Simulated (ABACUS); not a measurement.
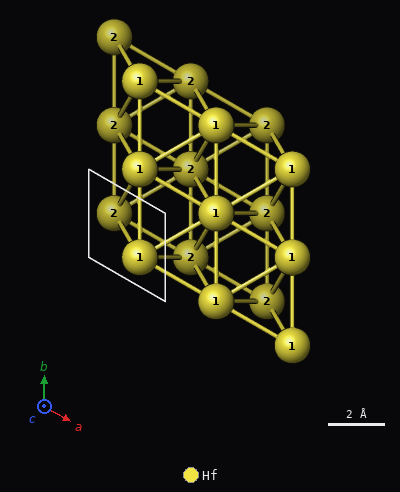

*The input geometry (ball-and-stick view of the cell of the calculation, repeated 3 × 3 × 1, along the c axis; atoms are numbered from 1 in the order of the input).*

Near neighbours in the crystal (not all of them lie inside the picture): Hf has 12 Hf at 3.13 to 3.20 Å.

# Band-structure run, with input and output: Hf

System: Hf (P6₃/mmc, 2 atoms in the cell).
Method: Kohn-Sham DFT of a periodic cell, PBEsol, SPMS ONCV 1.0 PBE, no spin polarisation (ABACUS 3.10.1).

The structure derives from an entry of the Crystallography Open Database. It belongs to a series of runs on one base structure; here: bands on the converged density.

## Input file
```
INPUT_PARAMETERS
suffix              Hf
calculation         nscf
basis_type          pw
pseudo_dir          ./
symmetry            -1
dft_functional      pbesol
ecutwfc             60.0
pseudo_rcut         10
nspin               1
nbands              22
ks_solver           dav
smearing_method     fd
smearing_sigma      0.00367493
scf_thr             1e-08
scf_nmax            100
mixing_type         broyden
mixing_beta         0.7
init_chg            file
pw_diag_thr         1e-07
out_band            1
kpar                4
```

## File STRU
```
ATOMIC_SPECIES
Hf 178.4900 72_Hf_12_2.3_3.0_pbe_n_v1.0.upf

LATTICE_CONSTANT
1.8897261246

LATTICE_VECTORS
3.1967000000 0.0000000000 0.0000000000
-1.5983500000 2.7684234083 0.0000000000
0.0000000000 0.0000000000 5.0578000000

ATOMIC_POSITIONS
Direct

Hf
0.0
2
0.6666666667 0.3333333333 0.7500000000 1 1 1
0.3333333333 0.6666666667 0.2500000000 1 1 1
```

## File KPT
```
K_POINTS
12
Line
0.00000000 0.00000000 0.00000000 10 // G
0.50000000 0.00000000 0.00000000 10 // M
0.33333333 0.33333333 0.00000000 10 // K
0.00000000 0.00000000 0.00000000 10 // G
0.00000000 0.00000000 0.50000000 10 // A
0.50000000 0.00000000 0.50000000 10 // L
0.33333333 0.33333333 0.50000000 10 // H
0.00000000 0.00000000 0.50000000 1 // A
0.50000000 0.00000000 0.50000000 10 // L
0.50000000 0.00000000 0.00000000 1 // M
0.33333333 0.33333333 0.00000000 10 // K
0.33333333 0.33333333 0.50000000 1 // H
```

Run as:
```bash
OMP_NUM_THREADS=1 mpirun -np 4 abacus > log
```

## Output
```
ABACUS v3.10.1

               Atomic-orbital Based Ab-initio Computation at UStc

 ------------------------------------------------------------------------------------

 READING GENERAL INFORMATION
                           global_out_dir = OUT.Hf/
                           global_in_card = INPUT
                               pseudo_dir = ./
                              orbital_dir =
                                    DSIZE = 4
                                    GSIZE = 1

 READING UNITCELL INFORMATION
                                    ntype = 1
                  lattice constant (Bohr) = 1.88973
              lattice constant (Angstrom) = 1

 READING ATOM TYPE 1
                               atom label = Hf
                      L=0, number of zeta = 1
                      L=1, number of zeta = 1
                      L=2, number of zeta = 1
             number of atom for this type = 2

                        TOTAL ATOM NUMBER = 2
DIRECT COORDINATES
    atom                   x                   y                   z     mag                  vx                  vy                  vz
taud_Hf1            0.6666666667        0.3333333333        0.7500000000  0.0000        0.0000000000        0.0000000000        0.0000000000
taud_Hf2            0.3333333333        0.6666666667        0.2500000000  0.0000        0.0000000000        0.0000000000        0.0000000000

                          Volume (Bohr^3) = 302.06
                             Volume (A^3) = 44.7606

 Lattice vectors: (Cartesian coordinate: in unit of a_0)
              +3.1967                  +0                  +0
             -1.59835            +2.76842                  +0
                   +0                  +0             +5.0578
 Reciprocal vectors: (Cartesian coordinate: in unit of 2 pi/a_0)
            +0.312823           +0.180608                  -0
                   -0           +0.361216                  -0
                   +0                  -0           +0.197714
 The esolver type has been set to : ksdft_pw

                PAO radial cut off (Bohr) = 10

 Read in pseudopotential file is 72_Hf_12_2.3_3.0_pbe_n_v1.0.upf
                     pseudopotential type = NC
          exchange-correlation functional = PBE
                 nonlocal core correction = 1
                        valence electrons = 12
                                     lmax = 3
                           number of zeta = 4
                     number of projectors = 8
                           L of projector = 0
                           L of projector = 0
                           L of projector = 1
                           L of projector = 1
                           L of projector = 2
                           L of projector = 2
                           L of projector = 3
                           L of projector = 3
 XC functional updated to : pbesol
          exchange-correlation functional = PBESOL
     initial pseudo atomic orbital number = 20

 SETUP THE ELECTRONS NUMBER
            electron number of element Hf = 12
      total electron number of element Hf = 24
            AUTOSET number of electrons:  = 24
                           occupied bands = 12
                                   NBANDS = 22
                                   NLOCAL = 18

%%%%%%%%%%%%%%%%%%%%%%%%%%%%%%%%%%%%%%%%%%%%%%%%%%%%%%%%%%%%%%%%%%%%%%%%%%%%%%%%%%%%%%%%%%%%%%%%%%%%%%%%%%
 Warning: the number of valence electrons in pseudopotential > 4 for Hf: [Xe] 4f14 5d2 6s2
 Pseudopotentials with additional electrons can yield (more) accurate outcomes, but may be less efficient.
 If you're confident that your chosen pseudopotential is appropriate, you can safely ignore this warning.
%%%%%%%%%%%%%%%%%%%%%%%%%%%%%%%%%%%%%%%%%%%%%%%%%%%%%%%%%%%%%%%%%%%%%%%%%%%%%%%%%%%%%%%%%%%%%%%%%%%%%%%%%%

 SETUP THE PLANE WAVE BASIS
 energy cutoff for charge/potential (unit:Ry) = 240
            fft grid for charge/potential = [ 30, 30, 48 ]
                        fft grid division = [ 1, 1, 1 ]
        big fft grid for charge/potential = [ 30, 30, 48 ]
                                     nbxx = 43200
                                     nrxx = 43200

 SETUP PLANE WAVES FOR CHARGE/POTENTIAL
                    number of plane waves = 18917
                         number of sticks = 595

 PARALLEL PW FOR CHARGE/POTENTIAL
     PROC   COLUMNS(POT)             PW
        1            595          18917
 --------------- sum -------------------
        1            595          18917
                            number of |g| = 959
                                  max |g| = 21.682
                                  min |g| = 0

----------- Double Check Mixing Parameters Begin ------------
mixing_type: broyden
mixing_beta: 0.7
mixing_gg0: 1
mixing_gg0_min: 0.1
mixing_ndim: 8
----------- Double Check Mixing Parameters End ------------

 SETUP K-POINTS
                                    nspin = 1
                                   nkstot = 93
K-POINTS DIRECT COORDINATES
 KPOINTS    DIRECT_X    DIRECT_Y    DIRECT_Z  WEIGHT
       1  0.00000000  0.00000000  0.00000000  1.0000
       2  0.05000000  0.00000000  0.00000000  1.0000
       3  0.10000000  0.00000000  0.00000000  1.0000
       4  0.15000000  0.00000000  0.00000000  1.0000
       5  0.20000000  0.00000000  0.00000000  1.0000
       6  0.25000000  0.00000000  0.00000000  1.0000
       7  0.30000000  0.00000000  0.00000000  1.0000
       8  0.35000000  0.00000000  0.00000000  1.0000
       9  0.40000000  0.00000000  0.00000000  1.0000
      10  0.45000000  0.00000000  0.00000000  1.0000
      11  0.50000000  0.00000000  0.00000000  1.0000
      12  0.48333333  0.03333333  0.00000000  1.0000
      13  0.46666667  0.06666667  0.00000000  1.0000
      14  0.45000000  0.10000000  0.00000000  1.0000
      15  0.43333333  0.13333333  0.00000000  1.0000
      16  0.41666666  0.16666666  0.00000000  1.0000
      17  0.40000000  0.20000000  0.00000000  1.0000
      18  0.38333333  0.23333333  0.00000000  1.0000
      19  0.36666666  0.26666666  0.00000000  1.0000
      20  0.35000000  0.30000000  0.00000000  1.0000
      21  0.33333333  0.33333333  0.00000000  1.0000
      22  0.30000000  0.30000000  0.00000000  1.0000
      23  0.26666666  0.26666666  0.00000000  1.0000
      24  0.23333333  0.23333333  0.00000000  1.0000
      25  0.20000000  0.20000000  0.00000000  1.0000
      26  0.16666666  0.16666666  0.00000000  1.0000
      27  0.13333333  0.13333333  0.00000000  1.0000
      28  0.10000000  0.10000000  0.00000000  1.0000
      29  0.06666667  0.06666667  0.00000000  1.0000
      30  0.03333333  0.03333333  0.00000000  1.0000
[... 63 further k points ...]

           k-point number in this process = 24
       minimum distributed K point number = 23

[... K-POINTS CARTESIAN COORDINATES: 24 rows ...]

[... K-POINTS DIRECT COORDINATES: 24 rows ...]

 SETUP PLANE WAVES FOR WAVE FUNCTIONS
     energy cutoff for wavefunc (unit:Ry) = 60
              fft grid for wave functions = [ 30, 30, 48 ]
                    number of plane waves = 3067
                         number of sticks = 187

 PARALLEL PW FOR WAVE FUNCTIONS
     PROC   COLUMNS(POT)             PW
        1            187           3067
 --------------- sum -------------------
        1            187           3067

 SETUP NONLOCAL PSEUDOPOTENTIALS IN PLANE WAVE BASIS
 Hf non-local projectors:
 projector 1 L=0
 projector 2 L=0
 projector 3 L=1
 projector 4 L=1
 projector 5 L=2
 projector 6 L=2
 projector 7 L=3
 projector 8 L=3
      TOTAL NUMBER OF NONLOCAL PROJECTORS = 64

 Init Non-Local PseudoPotential table :
 Init Non-Local-Pseudopotential done.

                                     npwx = 2383

 Make real space PAO into reciprocal space.
       max mesh points in Pseudopotential = 1001
     dq(describe PAO in reciprocal space) = 0.01
                                    max q = 934

 number of pseudo atomic orbitals for Hf is 4
WARNING: norm of atomic wavefunction # 3 of atomic type Hf is 0.999757, renormalized
WARNING: norm of atomic wavefunction # 4 of atomic type Hf is 0.999781, renormalized

 -------------------------------------------
 NONSELF-CONSISTENT
 -------------------------------------------
                                 init_chg = file
 try to read charge from file
 Read in the charge density: OUT.Hf//Hf-CHARGE-DENSITY.restart

 PW ALGORITHM --------------- ION=   1  ELEC=   1--------------------------------
 k(1/93) Iter steps (avg)=10 threshold=1e-07
 k(2/93) Iter steps (avg)=10 threshold=1e-07
 k(3/93) Iter steps (avg)=10 threshold=1e-07
 k(4/93) Iter steps (avg)=12 threshold=1e-07
 k(5/93) Iter steps (avg)=17 threshold=1e-07
 k(6/93) Iter steps (avg)=13 threshold=1e-07
 k(7/93) Iter steps (avg)=11 threshold=1e-07
 k(8/93) Iter steps (avg)=10 threshold=1e-07
 k(9/93) Iter steps (avg)=14 threshold=1e-07
 k(10/93) Iter steps (avg)=9 threshold=1e-07
 k(11/93) Iter steps (avg)=9 threshold=1e-07
 k(12/93) Iter steps (avg)=8 threshold=1e-07
 k(13/93) Iter steps (avg)=8 threshold=1e-07
 k(14/93) Iter steps (avg)=8 threshold=1e-07
 k(15/93) Iter steps (avg)=8 threshold=1e-07
 k(16/93) Iter steps (avg)=8 threshold=1e-07
 k(17/93) Iter steps (avg)=8 threshold=1e-07
 k(18/93) Iter steps (avg)=8 threshold=1e-07
 k(19/93) Iter steps (avg)=8 threshold=1e-07
 k(20/93) Iter steps (avg)=9 threshold=1e-07
 k(21/93) Iter steps (avg)=10 threshold=1e-07
 k(22/93) Iter steps (avg)=8 threshold=1e-07
 k(23/93) Iter steps (avg)=8 threshold=1e-07
 k(24/93) Iter steps (avg)=9 threshold=1e-07
[... levels at 24 k points of this process ...]

 Density error is 0.00000000000
                          Error Threshold = 1.00000000000e-07
----------------------------------------------------------
     Energy           Rydberg                 eV
----------------------------------------------------------
 E_KohnSham     -225.4481224303      -3067.3790684538
 E_KS(sigma->0) -225.4474121284      -3067.3694043007
 E_Harris       -225.4481224303      -3067.3790684538
 E_band         -20.9750057512       -285.3795937994
 E_one_elec     -44.5855523683       -606.6175606861
 E_Hartree      30.2054012244        410.9655670285
 E_xc           -54.8971842308       -746.9145096952
 E_Ewald        -156.1693664518      -2124.7932367948
 E_entropy(-TS) -0.0014206038        -0.0193283062
 E_descf        0.0000000000         0.0000000000
 E_exx          0.0000000000         0.0000000000
 E_Fermi        1.0592804216         14.4122495137
----------------------------------------------------------

 charge density convergence is achieved
 final etot is -3067.3790685 eV
 EFERMI = 14.412249514 eV

 STATE ENERGY(eV) AND OCCUPATIONS    NSPIN == 1
 1/24 kpoint (Cartesian) = 0.0000 0.0000 0.0000 (2333 pws)
       1       -47.4148      0.0215054
       2       -47.3425      0.0215054
       3       -16.5950      0.0215054
       4       -15.8459      0.0215054
       5       -15.8459      0.0215054
       6       -15.7157      0.0215054
       7       -15.7157      0.0215054
       8       -15.7099      0.0215054
       9        6.92157      0.0215054
      10        10.5871      0.0215054
      11        14.9881    2.14349e-07
      12        15.4725    1.32971e-11
      13        15.4725    1.32971e-11
      14        15.7520    4.96469e-14
      15        16.2944    9.63746e-19
      16        16.2944    9.63746e-19
      17        16.9327    2.75661e-24
      18        16.9327    2.75659e-24
      19        19.6513    6.70744e-48
      20        19.6513    6.70744e-48
      21        23.1617    2.16721e-78
      22        25.3988        0.00000

 2/24 kpoint (Cartesian) = 0.015641 0.0090304 0.0000 (2369 pws)
       1       -47.4135      0.0215054
       2       -47.3420      0.0215054
       3       -16.5883      0.0215054
       4       -15.8602      0.0215054
       5       -15.8507      0.0215054
       6       -15.7307      0.0215054
       7       -15.7175      0.0215054
       8       -15.7130      0.0215054
       9        6.99796      0.0215054
      10        10.6634      0.0215054
      11        14.8834    1.73758e-06
      12        15.2289    1.73566e-09
      13        15.5444    3.15307e-12
      14        15.9490    9.65831e-16
      15        16.2099    5.22365e-18
      16        16.3628    2.45642e-19
      17        16.8244    2.40500e-23
      18        16.8574    1.24284e-23
      19        19.7130    1.95151e-48
      20        19.8599    1.03574e-49
      21        23.1913    1.19863e-78
      22        25.5953        0.00000

 3/24 kpoint (Cartesian) = 0.031282 0.018061 0.0000 (2371 pws)
       1       -47.4098      0.0215054
       2       -47.3406      0.0215054
       3       -16.5687      0.0215054
       4       -15.9015      0.0215054
       5       -15.8645      0.0215054
       6       -15.7741      0.0215054
       7       -15.7232      0.0215054
       8       -15.7221      0.0215054
       9        7.22313      0.0215054
      10        10.8842      0.0215054
      11        14.5946    0.000546355
      12        14.8376    4.34167e-06
      13        15.7589    4.32562e-14
      14        15.9578    8.08771e-16
      15        16.2536    2.17953e-18
      16        16.5659    4.22817e-21
      17        16.5792    3.23804e-21
      18        16.6581    6.68455e-22
      19        19.8715    8.20354e-50
      20        20.3879    2.68547e-54
      21        23.2392    4.60227e-79
      22        26.1518        0.00000

 4/24 kpoint (Cartesian) = 0.046923 0.027091 0.0000 (2377 pws)
       1       -47.4039      0.0215054
       2       -47.3385      0.0215054
       3       -16.5371      0.0215054
       4       -15.9660      0.0215054
       5       -15.8855      0.0215054
       6       -15.8403      0.0215054
       7       -15.7374      0.0215054
       8       -15.7324      0.0215054
       9        7.58500      0.0215054
      10        11.2220      0.0215054
      11        14.1852      0.0212784
      12        14.4174      0.0102026
      13        15.6414    4.52961e-13
      14        16.1114    3.74658e-17
      15        16.3011    8.43803e-19
      16        16.3890    1.45571e-19
      17        16.5781    3.31016e-21
      18        16.8977    5.54633e-24
      19        20.0732    1.45329e-51
      20        21.0857    2.33282e-60
      21        23.2214    6.56543e-79
      22        26.9587        0.00000

 5/24 kpoint (Cartesian) = 0.062565 0.036122 0.0000 (2361 pws)
       1       -47.3962      0.0215054
       2       -47.3360      0.0215054
       3       -16.4951      0.0215054
       4       -16.0472      0.0215054
       5       -15.9217      0.0215054
       6       -15.9111      0.0215054
       7       -15.7588      0.0215054
       8       -15.7446      0.0215054
       9        8.06326      0.0215054
      10        11.6158      0.0215054
      11        13.7269      0.0215054
      12        14.0329      0.0214945
      13        15.3192    2.85258e-10
      14        16.0325    1.81526e-16
      15        16.0973    4.97172e-17
      16        16.5945    2.38695e-21
      17        16.9667    1.39683e-24
      18        17.3473    6.89983e-28
      19        20.2734    2.64727e-53
      20        21.8583    4.53728e-67
      21        23.0838    1.02833e-77
      22        27.5316        0.00000

 6/24 kpoint (Cartesian) = 0.078206 0.045152 0.0000 (2369 pws)
       1       -47.3874      0.0215054
       2       -47.3335      0.0215054
       3       -16.4448      0.0215054
       4       -16.1373      0.0215054
       5       -16.0093      0.0215054
       6       -15.9388      0.0215054
       7       -15.7861      0.0215054
       8       -15.7586      0.0215054
       9        8.62861      0.0215054
      10        11.9443      0.0215054
      11        13.2758      0.0215054
      12        13.7641      0.0215053
      13        15.0895    2.81586e-08
      14        15.7885    2.39247e-14
      15        15.8156    1.39132e-14
      16        17.1962    1.41613e-26
      17        17.4325    1.25515e-28
      18        17.8972    1.15408e-32
      19        20.4465    8.31114e-55
      20        22.6466    6.45424e-74
      21        22.8368    1.43758e-75
      22        26.8510        0.00000

[... levels at 18 further k points ...]

 --------------------------------------------
 !FINAL_ETOT_IS -3067.379068453824 eV
 --------------------------------------------

 Output bands in file: OUT.Hf/BANDS_1.dat
```

## Key numbers

```csv
quantity,value
outcome,converged
space group (tolerance 0.01 Å),P6₃/mmc (194)
electrons treated,24
Fermi energy of the self-consistent step,14.365 eV
hardware,"4 threads of Intel Xeon (Granite Rapids), 16 GiB of memory available, shared host"
wall time,3.7 s (CPU time 14 s)
peak memory,0.36 GiB
```

Spin–orbit coupling is left out, which matters for Hf.
